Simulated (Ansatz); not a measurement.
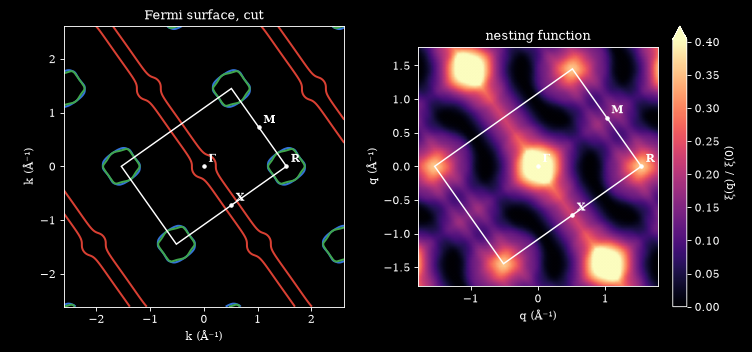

SiNi$_{3}$ (space group Pm-3m, No. 221): a cut of the Fermi surface and the nesting function ξ(q) = Σ δ(ε_k) δ(ε_k+q) over all sheets (each δ a Gaussian as wide as the level changes between mesh points, at least 0.03 eV; heights depend on it), both in the plane through Γ, R and M.

Computed with DFT PBE, scalar-relativistic, plane waves, PAW; levels and slopes on a dense k mesh at the converged density in Ansatz. Started with collinear moments, which vanished: the result is non-magnetic and both spins have the same bands. Mesh 34×34×34, interpolated with the band slopes. Cell and positions as given, without relaxation (residual pressure −6 GPa).

> Where is the strongest nesting away from q = 0?

The highest maximum lies at R, at q = (−0.50, −0.50, −0.50) in units of the primitive reciprocal vectors. It reaches 0.37 of the value at q = 0, against a mean of 0.11. A peak of ξ alone doesn't prove an instability there.

Necks and pockets thinner than about two mesh steps aren't resolved, so separate pockets may in truth be joined.
